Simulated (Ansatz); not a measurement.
# What a change does: single-point calculation on ZnSe

System: ZnSe (P-4m2, 4 atoms in the cell).
Method of run A: DFT r2SCAN, scalar-relativistic, plane waves, PAW, no spin polarisation (Ansatz 0.2.0).

The structure derives from an entry of the Crystallography Open Database. Text and figures count atoms from 1; the logs count them from 0 in places.

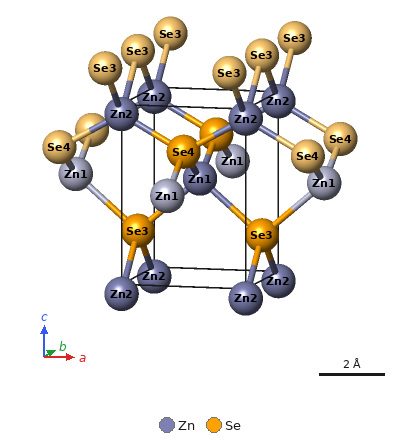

The structure (ball-and-stick view of the cell of the calculation, seen slightly off an axis; neighbours outside the cell are drawn fainter; atoms are numbered from 1 in the order of the input). An atom can appear more than once, as a periodic image.

### Input, run A
```yaml
crystal:
  lattice:
    - [0.0, -2.8338, -2.8338]
    - [0.0, 2.8338, -2.8338]
    - [5.6676, 0.0, 0.0]
  atoms:
    - { symbol: Zn, position: [0.5, 0.5, 0.5529324582] }
    - { symbol: Zn, position: [0.0, 0.0, -0.0529324582] }
    - { symbol: Se, position: [0.0, 0.5, 0.25] }
    - { symbol: Se, position: [0.5, 0.0, 0.75] }
basis:
  ecutwfc: 500
kpoints:
  mp_grid: { grid: [8, 8, 6] }
hamiltonian:
  xc: r2scan
scf:
  occupations: { method: gaussian, width: 0.05 }
output:
  forces: true
  stress: true
  eigenvalues: true
```

Command:
```bash
ansatz run input.yaml --threads 2 --pin off --max-ram 5120MiB --backend cpu --events-out ev --progress --plain --runs-dir out
```

Hardware: 2 threads of Oxide Virtual Turin-like (Zen 5), 32 GiB of memory available, shared host.

### Output, shortened to warnings, some set-up lines, iterations and results (run A)
```
Basis set: ecut = 500 eV, 2301 PW (Γ), exchange–correlation on 120×120×180 points (64 copies of the dense FFT grid, shifted against one another)
Symmetry: 8 space group operations
k-points: 60 of 384 (time reversal used)
Initial density: superposition of atomic densities (neutral atoms: chi_scale 0, normalization atom), corrected by the library's trained network
[...]
SCF iter   1: F=—  HF=-17610.156285 eV  |F-HF|=—  |Δ(HF+E_count)|=         —  Δρ=1.37e-2  dr2=8.68e-2  dr2_τ=1.38e-2  ethr=1.77e-3  ⟨swp⟩=6.0  Hψ=8821  notcnv=0
SCF iter   2: F=—  HF=-17610.152891 eV  |F-HF|=—  |Δ(HF+E_count)|=   3.39e-3  Δρ=2.08e-3  dr2=5.24e-3  dr2_τ=4.04e-4  ethr=1.55e-4  ⟨swp⟩=2.0  Hψ=3752  notcnv=0  defer=94
SCF iter   3: F=—  HF=-17610.150718 eV  |F-HF|=—  |Δ(HF+E_count)|=   2.17e-3  Δρ=2.96e-3  dr2=4.75e-3  dr2_τ=2.15e-5  ethr=9.36e-6  ⟨swp⟩=2.0  Hψ=3156  notcnv=0  defer=34
SCF iter   4: F=—  HF=-17610.150347 eV  |F-HF|=—  |Δ(HF+E_count)|=   3.72e-4  Δρ=1.06e-3  dr2=9.03e-4  dr2_τ=6.56e-6  ethr=8.47e-6  ⟨swp⟩=2.0  Hψ=3245  notcnv=0  defer=34
SCF iter   5: F=—  HF=-17610.150214 eV  |F-HF|=—  |Δ(HF+E_count)|=   1.33e-4  Δρ=2.31e-4  dr2=8.01e-5  dr2_τ=8.31e-7  ethr=1.61e-6  ⟨swp⟩=2.0  Hψ=2970  notcnv=0  defer=34
SCF iter   6: F=—  HF=-17610.150230 eV  |F-HF|=—  |Δ(HF+E_count)|=   1.57e-5  Δρ=7.75e-5  dr2=8.93e-6  dr2_τ=1.28e-7  ethr=1.43e-7  ⟨swp⟩=2.3  Hψ=3120  notcnv=0  defer=34
SCF iter   7: F=—  HF=-17610.150230 eV  |F-HF|=—  |Δ(HF+E_count)|=   2.16e-7  Δρ=3.05e-5  dr2=8.92e-7  dr2_τ=2.03e-8  ethr=1.59e-8  ⟨swp⟩=2.0  Hψ=3326  notcnv=0  defer=34
SCF iter   8: F=—  HF=-17610.150230 eV  |F-HF|=—  |Δ(HF+E_count)|=   7.38e-8  Δρ=1.09e-5  dr2=1.31e-7  dr2_τ=4.29e-9  ethr=1.59e-9  ⟨swp⟩=2.0  Hψ=3626  notcnv=0  defer=34
SCF iter   9: F=-17610.150230 eV  HF=-17610.150230 eV  |F-HF|=6.24e-9  |Δ(HF+E_count)|=   4.19e-8  Δρ=4.48e-6  dr2=1.28e-8  dr2_τ=2.06e-10  ethr=1.79e-10  ⟨swp⟩=6.6  Hψ=8042  …
SCF 1 converged in 9 iterations: F = -17610.150230 eV  dr2 = 1.28e-8
SCF converged after 9 iterations
Free energy (F): -17610.150230 eV
Harris-Foulkes:  -17610.150230 eV  (|F-HF|=6.24e-9)
Internal energy: -17610.150230 eV  (E = F + TS)
E sigma→0 (E₀):  -17610.150230 eV
Fermi energy:    7.375924 eV
--- Per-component energies (eV) ---
  E_band       = -807.492619
  E_kinetic    = 499.976830
  E_local      = -8898.405389  (includes V_loc(G=0)·N_el)
  E_nonlocal   = 44.980900
  E_hartree    = 4127.539648
  E_xc         = -444.925512
  E_vxc        = -319.235404  (∫ρ·V_xc dr)
  E_paw        = -7549.759153  (= ΣΔE_a)
  E_vpaw       = -406.104230  (= ΣTr[D̂ρ^β])
  E_aug_tail   = -0.000508  (compensation charges beyond the density's cutoff)
  E_vtau       = 16.211706  (kinetic-family band-sum trace: ∫τ·v_τ [+ j·A + Jᵃ·Aᵃ] dr)
  E_ewald      = -5385.662269
  E_core_change = -3.894778  (= ΣΔE_core)
  E_smearing   = -0.000000  (= −TS)
  E_closure    = -0.000000  (closes the sum)
  Σ components = -17610.150230   (vs F -17610.150230, Δ=0.00e0)
--- Forces (eV/Å), atoms counted from 1 ---
  atom   1  Zn    -2.77770096    -0.00000000    -0.00000000
  atom   2  Zn     2.77770096     0.00000000    -0.00000000
  atom   3  Se     0.00000000     0.00000000     0.00000000
  atom   4  Se     0.00000000    -0.00000000     0.00000000
  max |Σ_I F_I| component: 5.38e-17 eV/Å
--- Stress (GPa, compression-positive) ---
       -1.127902       0.000000      -0.000000
        0.000000       3.910769      -0.000000
       -0.000000      -0.000000       3.910769
  P = ⅓ Tr σ = 2.2312 GPa (22.312 kbar)
```

For run B the input was changed thus:
```diff
-    - { symbol: Zn, position: [0.5, 0.5, 0.5529324582] }
-    - { symbol: Zn, position: [0.0, 0.0, -0.0529324582] }
+    - { symbol: Zn, position: [0.5, 0.5, 0.4669172136] }
+    - { symbol: Zn, position: [0.0, 0.0, 0.0330827864] }
```

What does this change do to the results?

With the same functional and potentials, run B lies 128.3 meV per atom lower. The gap on the mesh goes from 1.20 to 1.57 eV. The pressure goes from 2.23 to 0.83 GPa. The largest force goes from 2.778 to 1.772 eV/Å. The SCF takes 8 iterations against 9.

### Output, shortened to warnings, some set-up lines, iterations and results (run B)
```
Basis set: ecut = 500 eV, 2301 PW (Γ), exchange–correlation on 120×120×180 points (64 copies of the dense FFT grid, shifted against one another)
Symmetry: 8 space group operations
k-points: 60 of 384 (time reversal used)
Initial density: superposition of atomic densities (neutral atoms: chi_scale 0, normalization atom), corrected by the library's trained network
[...]
SCF iter   1: F=—  HF=-17610.669986 eV  |F-HF|=—  |Δ(HF+E_count)|=         —  Δρ=1.39e-2  dr2=8.40e-2  dr2_τ=1.23e-2  ethr=1.77e-3  ⟨swp⟩=6.0  Hψ=8789  notcnv=0
SCF iter   2: F=—  HF=-17610.666024 eV  |F-HF|=—  |Δ(HF+E_count)|=   3.96e-3  Δρ=1.98e-3  dr2=4.00e-3  dr2_τ=3.83e-4  ethr=1.50e-4  ⟨swp⟩=2.0  Hψ=3738  notcnv=0  defer=103
SCF iter   3: F=—  HF=-17610.663816 eV  |F-HF|=—  |Δ(HF+E_count)|=   2.21e-3  Δρ=2.97e-3  dr2=4.28e-3  dr2_τ=1.77e-5  ethr=7.14e-6  ⟨swp⟩=2.0  Hψ=3153  notcnv=0  defer=43
SCF iter   4: F=—  HF=-17610.663529 eV  |F-HF|=—  |Δ(HF+E_count)|=   2.87e-4  Δρ=1.05e-3  dr2=7.14e-4  dr2_τ=5.82e-6  ethr=7.14e-6  ⟨swp⟩=2.0  Hψ=3194  notcnv=0  defer=43
SCF iter   5: F=—  HF=-17610.663410 eV  |F-HF|=—  |Δ(HF+E_count)|=   1.20e-4  Δρ=2.18e-4  dr2=5.27e-5  dr2_τ=8.03e-7  ethr=1.28e-6  ⟨swp⟩=2.0  Hψ=3314  notcnv=0  defer=43
SCF iter   6: F=—  HF=-17610.663431 eV  |F-HF|=—  |Δ(HF+E_count)|=   2.08e-5  Δρ=8.56e-5  dr2=7.24e-6  dr2_τ=7.34e-8  ethr=9.42e-8  ⟨swp⟩=2.1  Hψ=3056  notcnv=0  defer=43
SCF iter   7: F=—  HF=-17610.663432 eV  |F-HF|=—  |Δ(HF+E_count)|=   9.98e-7  Δρ=2.11e-5  dr2=3.71e-7  dr2_τ=2.61e-9  ethr=1.29e-8  ⟨swp⟩=2.0  Hψ=3002  notcnv=0  defer=43
SCF iter   8: F=-17610.663432 eV  HF=-17610.663432 eV  |F-HF|=6.34e-8  |Δ(HF+E_count)|=   1.50e-7  Δρ=6.24e-6  dr2=5.28e-8  dr2_τ=3.66e-9  ethr=1.79e-10  ⟨swp⟩=7.6  Hψ=8917  …
SCF 1 converged in 8 iterations: F = -17610.663432 eV  dr2 = 5.28e-8
SCF converged after 8 iterations
Free energy (F): -17610.663432 eV
Harris-Foulkes:  -17610.663432 eV  (|F-HF|=6.34e-8)
Internal energy: -17610.663432 eV  (E = F + TS)
E sigma→0 (E₀):  -17610.663432 eV
Fermi energy:    7.387027 eV
--- Per-component energies (eV) ---
  E_band       = -802.666577
  E_kinetic    = 499.418384
  E_local      = -8836.528755  (includes V_loc(G=0)·N_el)
  E_nonlocal   = 45.523169
  E_hartree    = 4099.460587
  E_xc         = -444.623952
  E_vxc        = -318.804483  (∫ρ·V_xc dr)
  E_paw        = -7550.480381  (= ΣΔE_a)
  E_vpaw       = -407.377485  (= ΣTr[D̂ρ^β])
  E_aug_tail   = -0.000514  (compensation charges beyond the density's cutoff)
  E_vtau       = 16.176496  (kinetic-family band-sum trace: ∫τ·v_τ [+ j·A + Jᵃ·Aᵃ] dr)
  E_ewald      = -5419.537192
  E_core_change = -3.894778  (= ΣΔE_core)
  E_smearing   = -0.000000  (= −TS)
  E_closure    = -0.000000  (closes the sum)
  Σ components = -17610.663432   (vs F -17610.663432, Δ=0.00e0)
--- Forces (eV/Å), atoms counted from 1 ---
  atom   1  Zn     1.77245169     0.00000000    -0.00000000
  atom   2  Zn    -1.77245169     0.00000000    -0.00000000
  atom   3  Se     0.00000000     0.00000000     0.00000000
  atom   4  Se     0.00000000    -0.00000000     0.00000000
  max |Σ_I F_I| component: 5.38e-17 eV/Å
--- Stress (GPa, compression-positive) ---
       -0.476365       0.000000      -0.000000
        0.000000       1.488352       0.000000
       -0.000000       0.000000       1.488352
  P = ⅓ Tr σ = 0.8334 GPa (8.334 kbar)
```

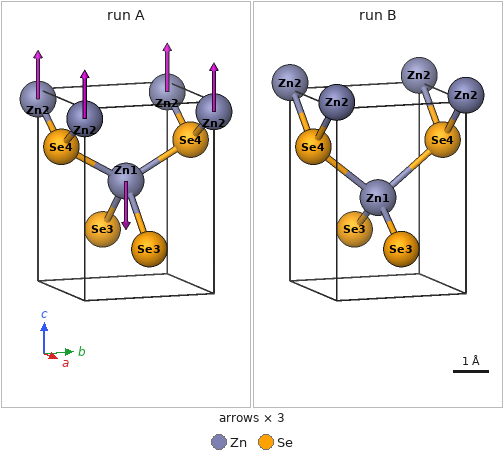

The two input geometries at one scale (ball-and-stick view of the cell of the calculation, seen slightly off an axis). The pink arrows on the first give the shifts of the atoms relative to the cell, magnified 3 times. The largest moves, 0.49 Å, are those of Zn1 and Zn2. Se stays in place. The cell stays as it was. Among the contacts that change: Zn1–Se3 2.639 → 2.351 Å, Zn1–Se4 2.294 → 2.567 Å.

### The two runs side by side

| quantity | run A | run B |
| --- | --- | --- |
| outcome | converged | converged |
| free energy per atom (eV) | −4402.5376 | −4402.6659 |
| gap on the mesh (eV) | 1.20 | 1.57 |
| pressure (GPa) | 2.23 | 0.83 |
| largest force (eV/Å) | 2.778 | 1.772 |
| SCF iterations | 9 | 8 |
| irreducible k-points | 60 | 60 |
| plane waves at Γ | 2301 | 2301 |
| wall time (shared host) | 16 s | 18 s |
